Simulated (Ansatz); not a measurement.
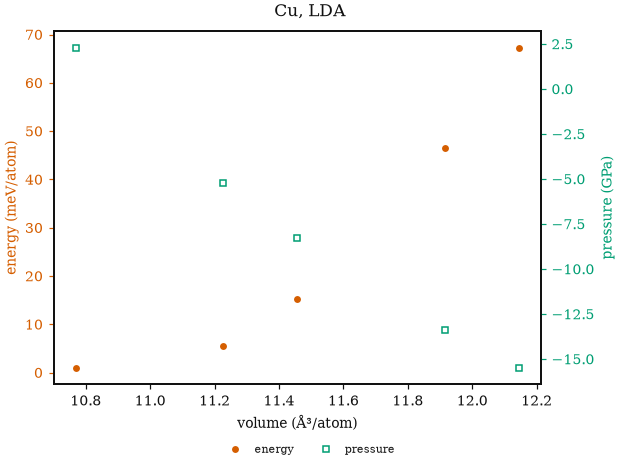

The plot gives the computed energy and pressure against volume for Cu, space group P6_3/mmc (No. 194).

Structure:
```
Cu
1.0
     2.53076    0.00000    0.00000
    -1.26538    2.19171    0.00000
     0.00000    0.00000    8.26182
Cu
4
Cartesian
  1.2654 0.7306 6.1964
  0.0000 0.0000 4.1309
  0.0000 1.4611 2.0655
  0.0000 0.0000 0.0000
```

Computed with Ansatz 0.2.0: plane-wave DFT, no spin polarisation; energies at scaled volumes of the given cell, shape and fractions fixed, counted from the fit's minimum, third-order Birch-Murnaghan fit. Level: LDA.

- k mesh: 12×12×4
- occupations: Fermi–Dirac
- smearing width: 0.05 eV
- potentials: Ansatz PAW
- wave cutoff: 420 eV
- density cutoff: 1680 eV

The points at volume 11.00 Å³/atom and 11.69 Å³/atom are left out of the plot. What values does the calculation give there?

```csv
volume (Å³/atom),energy (meV/atom),pressure (GPa)
11.00,0.54,-1.69
11.69,29.08,-11.02
```

Note: shape and atomic fractions are frozen while scaling, which makes layered, chain and framework solids too stiff.
